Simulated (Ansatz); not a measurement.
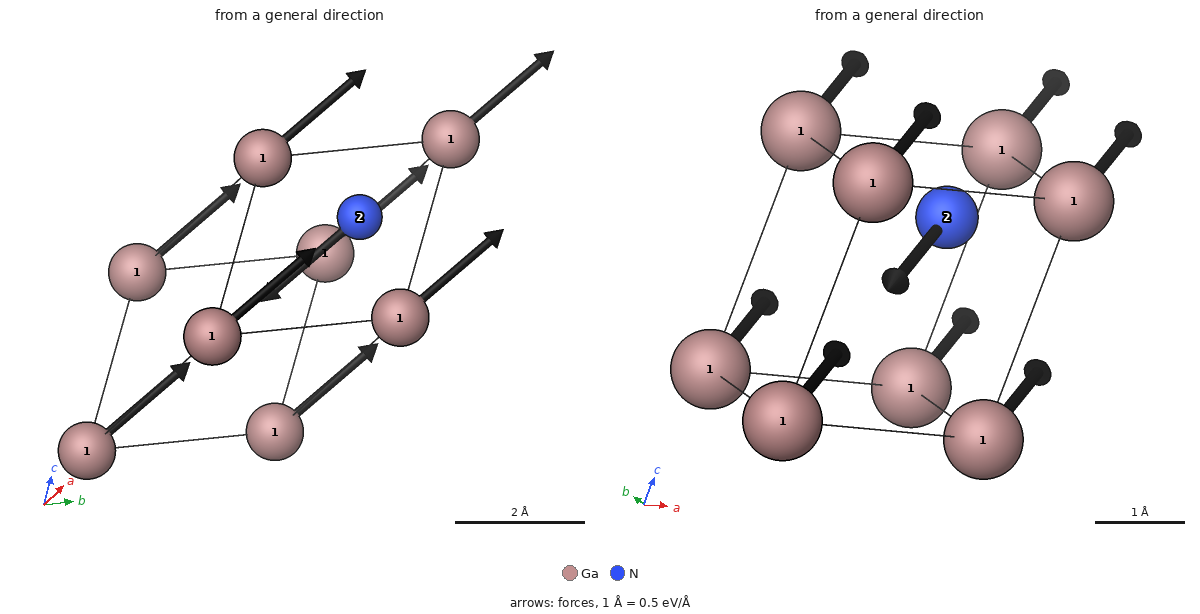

Drawn in the spheres-only manner and seen from two general directions. The parallelepiped is the simulation cell. The arrows are the computed forces on the atoms.

System: GaN. The calculation used DFT PBE, scalar-relativistic, plane waves, PAW in Ansatz 0.2.0, with an energy cutoff of 420 eV, a 12×12×12 grid in reciprocal space, Gaussian smearing of 0.05 eV, no spin polarisation.

Is the structure at a minimum of the energy?

Answer. No. The atoms still feel forces of up to about 0.86 eV/Å, far above a usual threshold of 0.01 to 0.03 eV/Å.

Identify the atom with the maximum force.

Answer. Ga1 and N2, about 0.86 eV/Å.

The model was built from a structure listed in the Materials Project. The cell was then strained or its atoms displaced on purpose. A calculation with Ansatz used it as input.
